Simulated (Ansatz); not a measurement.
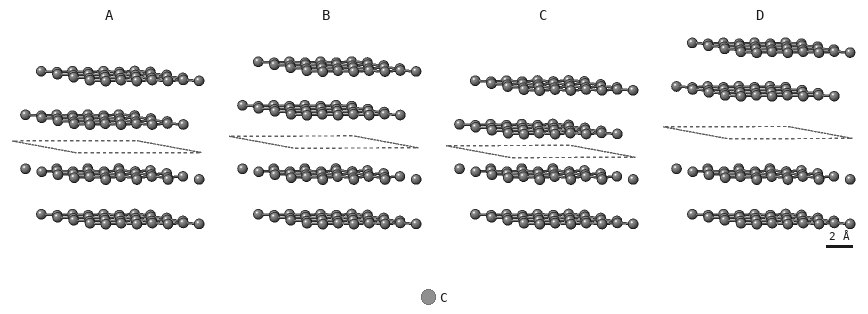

A scan of solid C (C2/m): the crystal is pulled apart rigidly along the normal of the (0 0 1) plane of the conventional cell, at a cut between a plane of C below and one of C above, 3.53 Å apart. One cut stands in each cell, which starts 10.6 Å high; nothing is relaxed, and the dashed outline marks the cut. The picture is a ball-and-stick view of the layers on both sides of the cut, seen from the side, nearly along the cut plane.

Theory: DFT r2SCAN, scalar-relativistic, plane waves, PAW (Ansatz 0.2.0). Set-up: plane-wave cutoff 500 eV; k-point mesh 12 × 12 × 3; occupations gaussian; smearing width 0.05 eV; no spin polarisation. Energies (free energies at the smearing named) are counted from the relaxed crystal.

**Order these geometries by energy, lowest first.**

Lowest first: C (the opening 0.00 Å, 0.000 J/m²), A (the opening 0.75 Å, 0.070 J/m²), B (the opening 1.50 Å, 0.108 J/m²), D (the opening 3.00 Å, 0.120 J/m²). Over the whole scan: at the widest opening, 6.00 Å, the energy has risen by 0.120 J/m², where the curve has levelled off: this is the ideal work of separation, the sum of the two unrelaxed surface energies of a slab 10.6 Å thick. The steepest rise lies between 0.25 Å and 0.50 Å, with a mean traction of about 1.1 GPa. Pressing the cut together by 0.30 Å costs 0.034 J/m². The band gap on the mesh, 0.51 eV in the reference, closes at 3.00 Å.

Limits of the set-up: layers or molecules are held without a dispersion correction, so their spacing is unreliable.
